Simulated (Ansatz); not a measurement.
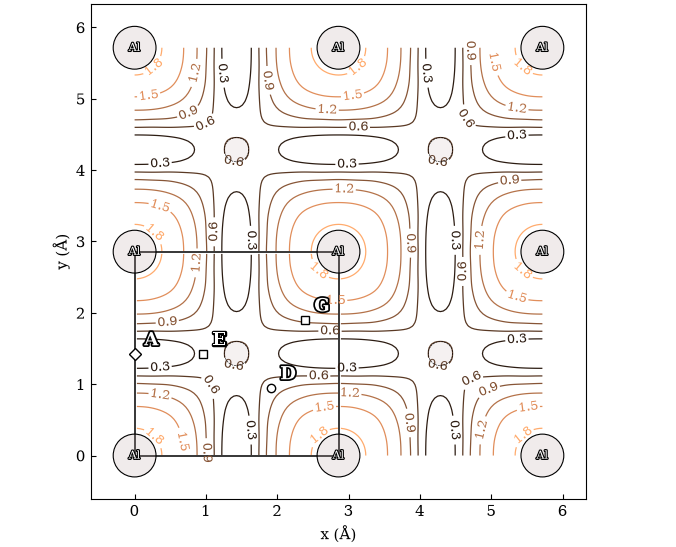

O on an Al(100) slab cut from the Fm-3m phase, its upper half relaxed before the scan (12 atoms of substrate and one adsorbate in a 2 × 2 cell). 
- O is moved over the surface cell; relaxed at each place: the height of the adsorbate's atoms; substrate rigid; the origin of the map has the adsorbate above Al9.
- Places are given modulo a cell vector. The map is drawn in real space over the plane of the surface.
- The scan uses a 6 × 6 grid; 10 points were computed and 26 follow by symmetry.
- Places are given in fractions of the 1 × 1 surface cell.
- Energies are in eV, from the lowest grid point.
- The calculation used DFT PBE, scalar-relativistic, plane waves, PAW in Ansatz. Settings: cutoff 420 eV, k-mesh 5×5×1, gaussian smearing 0.1 eV, no spin polarisation.

In the figure: contour lines labelled in eV, labelled circles for the atoms of the top layer and small ones for the second layer, the outline of one cell of the 2 × 2 shown, lettered points. Between grid points the surface is interpolated.

> Rank the lettered points by energy, lowest first.

A (0.00 eV), E (0.38 eV), D (0.72 eV), G (0.98 eV).
